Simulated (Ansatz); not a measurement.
# Palladium, fcc under r²SCAN: how the plane-wave cutoff moves the result, part 2 of 2

A convergence test of the plane-wave cutoff. The geometry was relaxed under r²SCAN beforehand and stays fixed; 9 values are run, from 150 to 800 eV. Wanted are the values from which on the energy stays within 10 and 1 meV/atom, and the pressure within 0.5 GPa, of the last run. Within the series other settings stay, but some runs also write fields, which adds to their time. Spin polarisation is left out.

Ansatz 0.2.0; DFT r²SCAN, plane waves with PAW, scalar-relativistic.

### 7 Cutoff 350 eV

The run at 350 eV.

The input, input.yaml:

```yaml
crystal:
  lattice:
    - [0.0, 1.9558504376, 1.9558504376]
    - [1.9558504376, 0.0, 1.9558504376]
    - [1.9558504376, 1.9558504376, 0.0]
  atoms:
    - { symbol: Pd, position: [0.0, 0.0, 0.0] }
hamiltonian:
  xc: r2scan
  pseudopotentials:
    kind: paw
    azcp:
      Pd: "pseudopotentials/Pd.paw.azcp"
basis:
  ecutwfc: 350
  fft_grid_basis: typed
kpoints:
  mp_grid: { grid: [14, 14, 14], shift: [0, 0, 0] }
magnetization:
  spin_polarized: false
scf:
  occupations: { method: fermi_dirac, width: 0.1 }
  lower_state_search: "off"
output:
  stress: true
```

On the command line:

```
$ ansatz run input.yaml --threads 2 --pin off --max-ram 5120MiB --backend cpu --events-out ev --progress --plain --runs-dir out
```

The log of the run, cut to the lines that bear on the results:

```text
Warning: basis.ecutwfc = 350 eV is below the records' recommended 500 eV, and the density's cutoff is lower with it unless basis.ecutrho_ratio is high enough to keep the records' density cutoff: compare with a run at a higher cutoff
Warning: RAYON_NUM_THREADS=2 ignored (pool sized by the plan → 2); use --threads N
[...]
Pseudopotentials: kind: paw
Pseudopotential: Pd, paw, valence charge 18, recommended cutoff 500 eV (meta_gga), <dir>
Functional definition: r2SCAN
[...]
Crystal: 1 atoms, lattice volume = 14.964 Å³
Basis set: ecut = 350 eV, 229 PW (Γ), exchange–correlation on 72×72×72 points (64 copies of the dense FFT grid, shifted against one another)
Bands: 13, of which v1, the nominal top of the filled ones, is band 9 counted from 1 (8 counted from 0)
Symmetry: 48 space group operations
Space group: Fm-3m (ITA 225), of the structure as read, at distance tolerance 2.5e-5 Å
k-points: 104 of 2744
[...]
SCF iter   1: F=-6985.723247 eV  HF=-6985.736499 eV  |F-HF|=1.33e-2  |Δ(HF+E_count)|=         —  Δρ=1.98e-2  dr2=4.77e-2  dr2_τ=8.78e-3  ethr=1.77e-3  ⟨swp⟩=5.1  Hψ=8275  notcnv=0
[...]
SCF iter   8: F=-6985.744401 eV  HF=-6985.744401 eV  |F-HF|=4.50e-9  |Δ(HF+E_count)|=   1.73e-8  Δρ=7.28e-6  dr2=6.94e-9  dr2_τ=2.37e-10  ethr=5.56e-10  ⟨swp⟩=3.9  Hψ=3804  notcnv=0
[...]
SCF converged after 8 iterations
Free energy (F): -6985.744401 eV
[...]
E sigma→0 (E₀):  -6985.711091 eV
Entropy (-TS):   -0.066620 eV (-66.620 meV/atom)
Fermi energy:    19.246572 eV
[...]
--- Stress (GPa, compression-positive) ---
       -0.111140      -0.000000      -0.000000
        0.000000      -0.111140      -0.000000
       -0.000000      -0.000000      -0.111140
  P = ⅓ Tr σ = -0.1111 GPa (-1.111 kbar)
```

Wall time 2 s (2 threads of AMD EPYC 7R43 (Zen 3), shared host); peak memory 0.35 GiB.

### 8 Cutoff 420 eV

The run at 420 eV.

input.yaml, as its differences from that of step 7:

```diff
@@ -14,3 +14,3 @@
 basis:
-  ecutwfc: 350
+  ecutwfc: 420
   fft_grid_basis: typed
@@ -25 +25,5 @@
   stress: true
+  write_density: true
+  write_potential: true
+  elf: true
+  volumetric_format: npy
```

On the command line:

```
$ ansatz run input.yaml --threads 2 --pin off --max-ram 5120MiB --backend cpu --events-out ev --progress --plain --runs-dir out
```

The log of the run, cut to the lines that bear on the results:

```text
Warning: basis.ecutwfc = 420 eV is below the records' recommended 500 eV, and the density's cutoff is lower with it unless basis.ecutrho_ratio is high enough to keep the records' density cutoff: compare with a run at a higher cutoff
Warning: RAYON_NUM_THREADS=2 ignored (pool sized by the plan → 2); use --threads N
[...]
[... 3 set-up lines as earlier in the session ...]
[...]
Crystal: 1 atoms, lattice volume = 14.964 Å³
Basis set: ecut = 420 eV, 283 PW (Γ), exchange–correlation on 80×80×80 points (64 copies of the dense FFT grid, shifted against one another)
Bands: 13, of which v1, the nominal top of the filled ones, is band 9 counted from 1 (8 counted from 0)
[... 2 set-up lines as earlier in the session ...]
k-points: 104 of 2744
[...]
SCF iter   1: F=-6985.734981 eV  HF=-6985.749822 eV  |F-HF|=1.48e-2  |Δ(HF+E_count)|=         —  Δρ=2.01e-2  dr2=4.86e-2  dr2_τ=9.01e-3  ethr=1.77e-3  ⟨swp⟩=5.2  Hψ=8378  notcnv=0
[...]
SCF iter   7: F=-6985.757218 eV  HF=-6985.757218 eV  |F-HF|=5.16e-8  |Δ(HF+E_count)|=   2.27e-7  Δρ=2.45e-5  dr2=8.07e-8  dr2_τ=2.40e-9  ethr=5.56e-10  ⟨swp⟩=5.2  Hψ=7651  notcnv=0
[...]
SCF converged after 7 iterations
Free energy (F): -6985.757218 eV
[...]
E sigma→0 (E₀):  -6985.723901 eV
Entropy (-TS):   -0.066634 eV (-66.634 meV/atom)
Fermi energy:    19.249262 eV
[...]
--- Stress (GPa, compression-positive) ---
       -0.012824      -0.000000      -0.000000
        0.000000      -0.012824      -0.000000
       -0.000000      -0.000000      -0.012824
  P = ⅓ Tr σ = -0.0128 GPa (-0.128 kbar)
--- Band table (eV; the first three rows and the last of 104) ---
  k-point 0: bands = ["-67.1672", "-31.8406", "-31.8406", "-31.8406", "12.1951", "16.3739", "16.3739", "16.3739", "17.9415", "17.9415", "36.9843", "41.8212", "41.8212"]
[...]
```

Wall time 2.7 s (2 threads of AMD EPYC 7R43 (Zen 3), shared host); peak memory 0.38 GiB.

### 9 Cutoff 500 eV

The run at 500 eV.

input.yaml, as its differences from that of step 8:

```diff
@@ -14,3 +14,3 @@
 basis:
-  ecutwfc: 420
+  ecutwfc: 500
   fft_grid_basis: typed
```

On the command line:

```
$ ansatz run input.yaml --threads 2 --pin off --max-ram 5120MiB --backend cpu --events-out ev --progress --plain --runs-dir out
```

The log of the run, cut to the lines that bear on the results:

```text
Warning: RAYON_NUM_THREADS=2 ignored (pool sized by the plan → 2); use --threads N
[...]
[... 3 set-up lines as earlier in the session ...]
[...]
Crystal: 1 atoms, lattice volume = 14.964 Å³
Basis set: ecut = 500 eV, 339 PW (Γ), exchange–correlation on 96×96×96 points (64 copies of the dense FFT grid, shifted against one another)
Bands: 13, of which v1, the nominal top of the filled ones, is band 9 counted from 1 (8 counted from 0)
[... 2 set-up lines as earlier in the session ...]
k-points: 104 of 2744
[...]
SCF iter   1: F=-6985.744060 eV  HF=-6985.758455 eV  |F-HF|=1.44e-2  |Δ(HF+E_count)|=         —  Δρ=2.08e-2  dr2=4.92e-2  dr2_τ=9.30e-3  ethr=1.77e-3  ⟨swp⟩=5.2  Hψ=8386  notcnv=0
[...]
SCF iter   8: F=-6985.765490 eV  HF=-6985.765490 eV  |F-HF|=1.08e-8  |Δ(HF+E_count)|=   3.69e-8  Δρ=1.11e-5  dr2=1.63e-8  dr2_τ=5.60e-10  ethr=5.56e-10  ⟨swp⟩=7.1  Hψ=6781  notcnv=0
[...]
SCF converged after 8 iterations
Free energy (F): -6985.765490 eV
[...]
E sigma→0 (E₀):  -6985.732171 eV
Entropy (-TS):   -0.066638 eV (-66.638 meV/atom)
Fermi energy:    19.246886 eV
[...]
--- Stress (GPa, compression-positive) ---
        0.020710       0.000000      -0.000000
       -0.000000       0.020710       0.000000
        0.000000      -0.000000       0.020710
  P = ⅓ Tr σ = 0.0207 GPa (0.207 kbar)
--- Band table (eV; the first three rows and the last of 104) ---
  k-point 0: bands = ["-67.1744", "-31.8464", "-31.8464", "-31.8464", "12.1958", "16.3731", "16.3731", "16.3731", "17.9404", "17.9404", "36.9756", "41.8145", "41.8145"]
[...]
```

Run time: 4.6 s. Hardware: 2 threads of AMD EPYC 7R43 (Zen 3), shared host; peak memory 0.41 GiB.

### 10 Cutoff 600 eV

The run at 600 eV.

input.yaml, as its differences from that of step 9:

```diff
@@ -14,3 +14,3 @@
 basis:
-  ecutwfc: 500
+  ecutwfc: 600
   fft_grid_basis: typed
```

On the command line:

```
$ ansatz run input.yaml --threads 2 --pin off --max-ram 5120MiB --backend cpu --events-out ev --progress --plain --runs-dir out
```

The log of the run, cut to the lines that bear on the results:

```text
Warning: RAYON_NUM_THREADS=2 ignored (pool sized by the plan → 2); use --threads N
[...]
[... 3 set-up lines as earlier in the session ...]
[...]
Crystal: 1 atoms, lattice volume = 14.964 Å³
Basis set: ecut = 600 eV, 531 PW (Γ), exchange–correlation on 96×96×96 points (64 copies of the dense FFT grid, shifted against one another)
Bands: 13, of which v1, the nominal top of the filled ones, is band 9 counted from 1 (8 counted from 0)
[... 2 set-up lines as earlier in the session ...]
k-points: 104 of 2744
[...]
SCF iter   1: F=-6985.748817 eV  HF=-6985.762937 eV  |F-HF|=1.41e-2  |Δ(HF+E_count)|=         —  Δρ=2.13e-2  dr2=4.93e-2  dr2_τ=1.00e-2  ethr=1.77e-3  ⟨swp⟩=5.2  Hψ=8449  notcnv=0
[...]
SCF iter   8: F=-6985.769770 eV  HF=-6985.769770 eV  |F-HF|=1.51e-8  |Δ(HF+E_count)|=   6.24e-8  Δρ=1.32e-5  dr2=2.29e-8  dr2_τ=8.03e-10  ethr=5.56e-10  ⟨swp⟩=7.2  Hψ=7075  notcnv=0
[...]
SCF converged after 8 iterations
Free energy (F): -6985.769770 eV
[...]
E sigma→0 (E₀):  -6985.736446 eV
Entropy (-TS):   -0.066648 eV (-66.648 meV/atom)
Fermi energy:    19.245810 eV
[...]
--- Stress (GPa, compression-positive) ---
        0.033346      -0.000000       0.000000
        0.000000       0.033346       0.000000
        0.000000      -0.000000       0.033346
  P = ⅓ Tr σ = 0.0333 GPa (0.333 kbar)
--- Band table (eV; the first three rows and the last of 104) ---
  k-point 0: bands = ["-67.1781", "-31.8495", "-31.8495", "-31.8495", "12.1946", "16.3723", "16.3723", "16.3723", "17.9392", "17.9392", "36.9746", "41.8123", "41.8123"]
[...]
```

Wall time 4.1 s (2 threads of AMD EPYC 7R43 (Zen 3), shared host); peak memory 0.42 GiB.

### 11 Cutoff 800 eV

The run at 800 eV.

input.yaml, as its differences from that of step 10:

```diff
@@ -14,3 +14,3 @@
 basis:
-  ecutwfc: 600
+  ecutwfc: 800
   fft_grid_basis: typed
@@ -25,5 +25 @@
   stress: true
-  write_density: true
-  write_potential: true
-  elf: true
-  volumetric_format: npy
```

On the command line:

```
$ ansatz run input.yaml --threads 2 --pin off --max-ram 5120MiB --backend cpu --events-out ev --progress --plain --runs-dir out
```

The log of the run, cut to the lines that bear on the results:

```text
Warning: RAYON_NUM_THREADS=2 ignored (pool sized by the plan → 2); use --threads N
[...]
[... 3 set-up lines as earlier in the session ...]
[...]
Crystal: 1 atoms, lattice volume = 14.964 Å³
Basis set: ecut = 800 eV, 749 PW (Γ), exchange–correlation on 108×108×108 points (64 copies of the dense FFT grid, shifted against one another)
Bands: 13, of which v1, the nominal top of the filled ones, is band 9 counted from 1 (8 counted from 0)
[... 2 set-up lines as earlier in the session ...]
k-points: 104 of 2744
[...]
SCF iter   1: F=-6985.750803 eV  HF=-6985.765045 eV  |F-HF|=1.42e-2  |Δ(HF+E_count)|=         —  Δρ=2.16e-2  dr2=4.95e-2  dr2_τ=1.06e-2  ethr=1.77e-3  ⟨swp⟩=5.2  Hψ=8460  notcnv=0
[...]
SCF iter   8: F=-6985.771750 eV  HF=-6985.771750 eV  |F-HF|=1.70e-8  |Δ(HF+E_count)|=   6.86e-8  Δρ=1.41e-5  dr2=2.59e-8  dr2_τ=9.21e-10  ethr=5.56e-10  ⟨swp⟩=4.0  Hψ=4212  notcnv=0
[...]
SCF converged after 8 iterations
Free energy (F): -6985.771750 eV
[...]
E sigma→0 (E₀):  -6985.738423 eV
Entropy (-TS):   -0.066654 eV (-66.654 meV/atom)
Fermi energy:    19.245441 eV
[...]
--- Stress (GPa, compression-positive) ---
        0.005286      -0.000000       0.000000
        0.000000       0.005286       0.000000
       -0.000000      -0.000000       0.005286
  P = ⅓ Tr σ = 0.0053 GPa (0.053 kbar)
```

Wall time 3.8 s (2 threads of AMD EPYC 7R43 (Zen 3), shared host); peak memory 0.45 GiB.

### 12 All values side by side

Energies count from the run at 800 eV.

| cutoff (eV) | plane waves at Γ | E(σ → 0) (meV/atom) | P (GPa) | SCF cycles | CPU time |
| --- | --- | --- | --- | --- | --- |
| 150 | 59 | 58387.55 | -112.17 | 8 | 1.9 s |
| 200 | 113 | 12132.21 | -4.19 | 7 | 2.5 s |
| 250 | 137 | 1781.57 | 2.21 | 7 | 2.2 s |
| 300 | 169 | 196.59 | -0.74 | 9 | 4.3 s |
| 350 | 229 | 27.33 | -0.11 | 8 | 3.5 s |
| 420 | 283 | 14.52 | -0.01 | 7 | 4.7 s |
| 500 | 339 | 6.25 | 0.02 | 8 | 8.4 s |
| 600 | 531 | 1.98 | 0.03 | 8 | 7.4 s |
| 800 | 749 | 0.00 | 0.01 | 8 | 6.9 s |

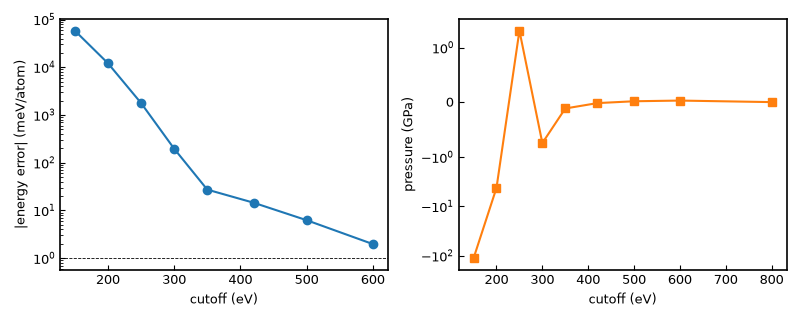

Energy and pressure against the plane-wave cutoff; the dashed line marks 1 meV/atom.

### 13 What came out

The summary covers parts 1 to 2.

```
                                                                      quantity                                 value
                                   E(σ → 0) stays within 10 meV/atom of 800 eV                        from 500 eV on
                                              E(σ → 0) stays within 1 meV/atom             not reached before 800 eV
                                                 pressure stays within 0.5 GPa                        from 350 eV on
                                                            pressure at 800 eV                              0.01 GPa
                                               CPU time, dearest over cheapest                                   4.5
run at the usual settings (mesh 23×23×23 against the series' 14×14×14, 500 eV)  -1.2 meV/atom from 800 eV, -0.19 GPa
```

In words: At 150 eV the energy differs by +58388 meV/atom and the pressure by -112.2 GPa. The energy falls at each step up in cutoff, as the variational principle asks. The total energy has not settled to 1 meV/atom before the last cutoff.
